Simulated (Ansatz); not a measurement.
**Run report: CO$_{2}$, single-point calculation (part 2 of 2)**

CO$_{2}$ (Cmce, 6 atoms in the cell); DFT, HSE06, plane waves, PAW, no spin polarisation (Ansatz 0.2.0); cutoff 420 eV, 4×4×2 k-mesh, fixed occupations. The structure derives from a Materials Project entry. The geometry comes from this level: r2scan-rvv10.

Geometry of the input (Å; fractional positions):
```
2.6429  -2.3799  0.0000
2.6429  2.3799  0.0000
0.0000  0.0000  6.4270
C  0.0000  0.0000  0.0000
C  0.5000  0.5000  0.5000
O  0.8037  0.1963  0.8929
O  0.1963  0.8037  0.1071
O  0.6963  0.3037  0.3929
O  0.3037  0.6963  0.6071
```

### Output, continued
```
--- Per-component energies (eV) ---
  E_band       = -339.213112
  E_kinetic    = 875.192932
  E_local      = -2283.737630  (includes V_loc(G=0)·N_el)
  E_nonlocal   = 245.383469
  E_hartree    = 763.938731
  E_xc         = -308.024216
  E_vxc        = -385.912881  (∫ρ·V_xc dr)
  E_exx        = -94.174821  (= α·E_x^exact, valence–valence)
  E_paw        = -812.560365  (= ΣΔE_a)
  E_vpaw       = -129.676141  (= ΣTr[D̂ρ^β])
  E_aug_tail   = 0.009809  (compensation charges beyond the density's cutoff)
  E_ewald      = -1154.327343
  E_core_change = -0.141076  (= ΣΔE_core)
  E_smearing   = -0.000000  (= −TS)
  E_closure    = 0.000000  (closes the sum)
  Σ components = -2768.440510   (vs F -2768.440510, Δ=-4.55e-13)
--- Forces (eV/Å), atoms counted from 1 ---
  atom   1  C      0.00000000    -0.00000000     0.00000000
  atom   2  C      0.00000000     0.00000000    -0.00000000
  atom   3  O     -0.00000000    -0.60231248     0.44400560
  atom   4  O      0.00000000     0.60231248    -0.44400560
  atom   5  O      0.00000000     0.60231248     0.44400560
  atom   6  O     -0.00000000    -0.60231248    -0.44400560
  max |Σ_I F_I| component: 2.17e-19 eV/Å
--- Stress (GPa, compression-positive) ---
        2.182567       0.000000       0.000000
        0.000000      -2.320985       0.000000
        0.000000       0.000000      -0.321667
  P = ⅓ Tr σ = -0.1534 GPa (-1.534 kbar)
--- Band table (eV; the first three rows and the last of 14) ---
  k-point 0: bands = ["-25.1612", "-24.9519", "-23.8134", "-23.7244", "-8.4703", "-8.4590", "-8.1238", "-7.1584", "-6.4338", "-6.3957", "-6.3407", "-6.2972", "-3.5790", "-3.5258", "-3.1686", "-3.0702", "5.9755", "6.5831", "7.2907", "7.4303", "8.5270"]
  k-point 1: bands = ["-25.0621", "-25.0621", "-23.7634", "-23.7634", "-8.6137", "-8.6137", "-7.3287", "-7.3287", "-6.5870", "-6.5870", "-6.3490", "-6.3490", "-3.3756", "-3.3756", "-3.2847", "-3.2847", "6.9830", "6.9830", "7.1754", "7.1754", "7.9532"]
  k-point 2: bands = ["-25.0704", "-24.9164", "-23.8291", "-23.7718", "-8.7105", "-8.5002", "-7.7175", "-7.4695", "-6.9077", "-6.7213", "-6.4364", "-6.4320", "-3.4595", "-3.1298", "-3.1010", "-2.9014", "6.9300", "6.9800", "7.4277", "7.6549", "8.3969"]
  k-point 13: bands = ["-24.8284", "-24.8284", "-23.8613", "-23.8613", "-8.8502", "-8.8502", "-7.7240", "-7.7240", "-7.2039", "-7.2039", "-6.9082", "-6.9082", "-3.2313", "-3.2313", "-2.7867", "-2.7867", "8.0710", "8.0710", "8.6889", "8.6889", "11.0595"]
```

### File rho_z.tsv
```
# z_ang	rho[e/angstrom^3]
# format = ansatz-planar-average/11
# lattice	2.642904985	-2.379875184	0.000000000
# lattice	2.642904985	2.379875184	0.000000000
# lattice	0.000000000	0.000000000	6.427027949
# sites	6
# site	6	0.000000000	0.000000000	0.000000000
# site	6	2.642904985	0.000000000	3.213513974
# site	8	2.642904985	-1.445687849	5.738470001
# site	8	2.642904985	1.445687849	0.688557948
# site	8	2.642904985	-0.934187335	2.524956026
# site	8	2.642904985	0.934187335	3.902071923
0.000000	4.220737e-1
0.142823	4.441904e-1
0.285646	5.037148e-1
0.428469	5.727916e-1
0.571291	6.131163e-1
0.714114	5.989576e-1
0.856937	5.223598e-1
0.999760	3.969575e-1
1.142583	2.621470e-1
1.285406	1.607374e-1
1.428228	1.043361e-1
1.571051	8.259438e-2
1.713874	8.971762e-2
1.856697	1.274623e-1
1.999520	2.056454e-1
2.142343	3.276211e-1
2.285165	4.638324e-1
2.427988	5.682189e-1
2.570811	6.137627e-1
2.713634	5.985809e-1
2.856457	5.395539e-1
2.999280	4.704611e-1
3.142103	4.276684e-1
3.284925	4.276684e-1
3.427748	4.704611e-1
3.570571	5.395539e-1
3.713394	5.985809e-1
3.856217	6.137627e-1
3.999040	5.682189e-1
4.141862	4.638324e-1
4.284685	3.276211e-1
4.427508	2.056454e-1
4.570331	1.274623e-1
4.713154	8.971762e-2
4.855977	8.259438e-2
4.998800	1.043361e-1
5.141622	1.607374e-1
5.284445	2.621470e-1
5.427268	3.969575e-1
5.570091	5.223598e-1
5.712914	5.989576e-1
5.855737	6.131163e-1
5.998559	5.727916e-1
6.141382	5.037148e-1
6.284205	4.441904e-1
```

### File v_z.tsv
```
# z_ang	v_es[eV]	v_tot[eV]
# format = ansatz-planar-average/11
# xc	hse06
# density_cutoff_ev	1680
# datasets	C=:simpson_from_first_knot:soft:fock:shift=0	O=:simpson_from_first_knot:soft:fock:shift=0
# lattice	2.642904985	-2.379875184	0.000000000
# lattice	2.642904985	2.379875184	0.000000000
# lattice	0.000000000	0.000000000	6.427027949
# sites	6
# site	6	0.000000000	0.000000000	0.000000000
# site	6	2.642904985	0.000000000	3.213513974
# site	8	2.642904985	-1.445687849	5.738470001
# site	8	2.642904985	1.445687849	0.688557948
# site	8	2.642904985	-0.934187335	2.524956026
# site	8	2.642904985	0.934187335	3.902071923
0.000000	-2.373638e0	-1.033114e1
0.142823	-2.582938e0	-1.054228e1
0.285646	-2.475751e0	-1.039935e1
0.428469	-1.863655e0	-9.692284e0
0.571291	-1.022132e0	-8.640404e0
0.714114	-8.829245e-2	-7.399357e0
0.856937	1.042045e0	-5.892152e0
0.999760	2.459561e0	-4.011693e0
1.142583	3.992450e0	-2.027227e0
1.285406	5.514247e0	-8.911083e-2
1.428228	6.470997e0	1.199443e0
1.571051	6.667637e0	1.550337e0
1.713874	6.630769e0	1.461655e0
1.856697	6.101688e0	6.817865e-1
1.999520	4.779841e0	-1.027155e0
2.142343	3.213757e0	-3.026321e0
2.285165	1.729162e0	-4.978904e0
2.427988	4.336499e-1	-6.701490e0
2.570811	-5.610359e-1	-8.032511e0
2.713634	-1.465582e0	-9.206226e0
2.856457	-2.205734e0	-1.009148e1
2.999280	-2.616008e0	-1.056435e1
3.142103	-2.447956e0	-1.040729e1
3.284925	-2.447956e0	-1.040729e1
3.427748	-2.616008e0	-1.056435e1
3.570571	-2.205734e0	-1.009148e1
3.713394	-1.465582e0	-9.206226e0
3.856217	-5.610359e-1	-8.032511e0
3.999040	4.336499e-1	-6.701490e0
4.141862	1.729162e0	-4.978904e0
4.284685	3.213757e0	-3.026321e0
4.427508	4.779841e0	-1.027155e0
4.570331	6.101688e0	6.817865e-1
4.713154	6.630769e0	1.461655e0
4.855977	6.667637e0	1.550337e0
4.998800	6.470997e0	1.199443e0
5.141622	5.514247e0	-8.911083e-2
5.284445	3.992450e0	-2.027227e0
5.427268	2.459561e0	-4.011693e0
5.570091	1.042045e0	-5.892152e0
5.712914	-8.829245e-2	-7.399357e0
5.855737	-1.022132e0	-8.640404e0
5.998559	-1.863655e0	-9.692284e0
6.141382	-2.475751e0	-1.039935e1
6.284205	-2.582938e0	-1.054228e1
```

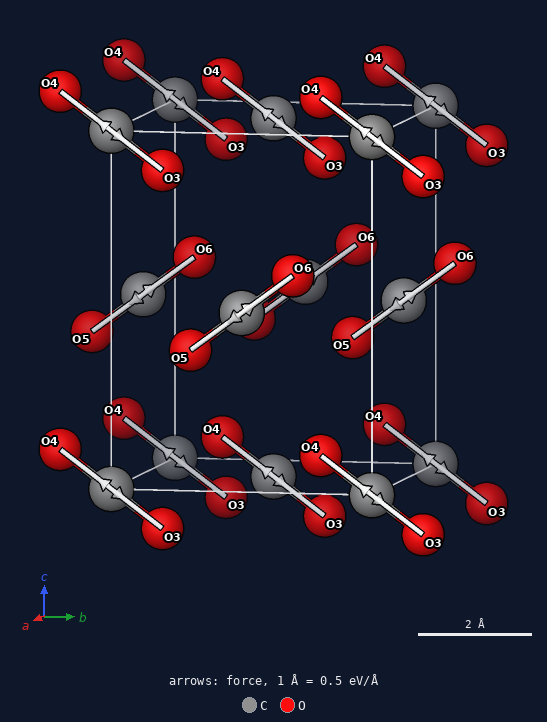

Forces on the atoms as white arrows (ball-and-stick view of the cell 2 times as large as that of the calculation, set on its symmetry axes, seen slightly off an axis; atoms are numbered from 1 in the order of the input). The largest act on all 4 O atoms (0.75 eV/Å). The geometry is not a stationary point of this energy.

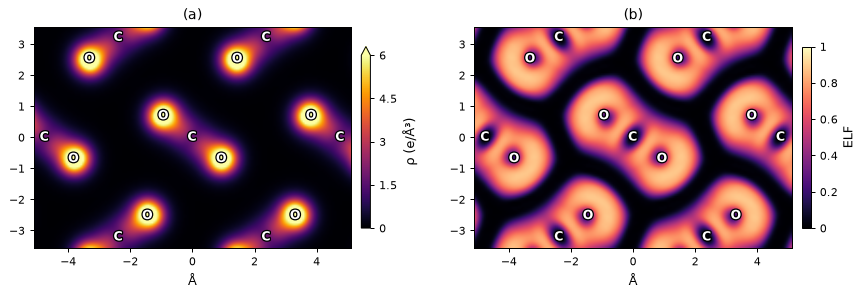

(a) valence charge density (pseudo); (b) electron localisation function on the (100) plane of the conventional cell. The plane passes through C and O nuclei. C–O (1.16 Å): the density is about 3.7 e/Å³ at the midpoint; the ELF peaks at about 0.85 between the atoms (inside overlapping PAW spheres, so only a guide); a multiple bond by its length, whose ELF region spreads away from the axis. Away from the nuclei the density in this plane falls to 0.01 e/Å³ at its lowest. The fields are those of the smooth PAW valence density.

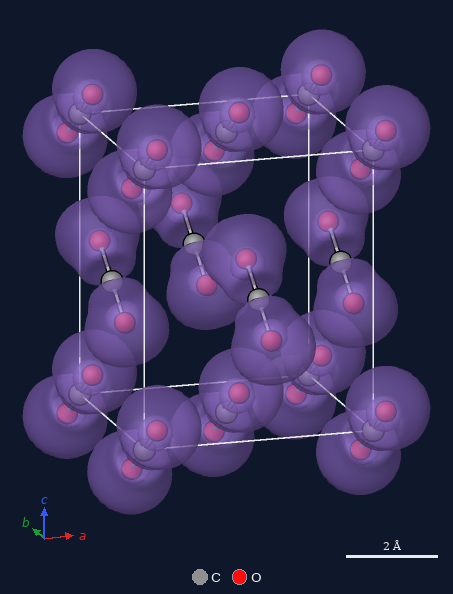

Isosurface of the electron localisation function at 0.7 (purple), seen slightly off an axis. Core shells and regions of very low density are left out. Sticks mark near contacts. The outline is the cell set on symmetry axes. Values along the shortest contacts: C–O (1.16 Å): the ELF peaks at about 0.85 between the atoms (inside overlapping PAW spheres, so only a guide); a multiple bond by its length, whose ELF region spreads away from the axis.

### Results in brief

```json
{"quantity": "outcome", "value": "converged"}
{"quantity": "space group (tolerance 0.01 Å)", "value": "Cmce (64)"}
{"quantity": "electrons treated", "value": "32"}
{"quantity": "free energy", "value": "−2768.4405 eV"}
{"quantity": "Fermi energy", "value": "−2.462 eV"}
{"quantity": "gap on the k-point mesh", "value": "8.44 eV"}
{"quantity": "pressure", "value": "−0.15 GPa"}
{"quantity": "largest force (length of the vector)", "value": "0.748 eV/Å"}
{"quantity": "wall time", "value": "16 s (CPU time 54 s)"}
{"quantity": "peak memory", "value": "0.88 GiB"}
```

### Notes

Warnings of the run: the exchange loop's threshold is looser than advised for the stress; the SCF threshold is looser than advised for the printed stress.
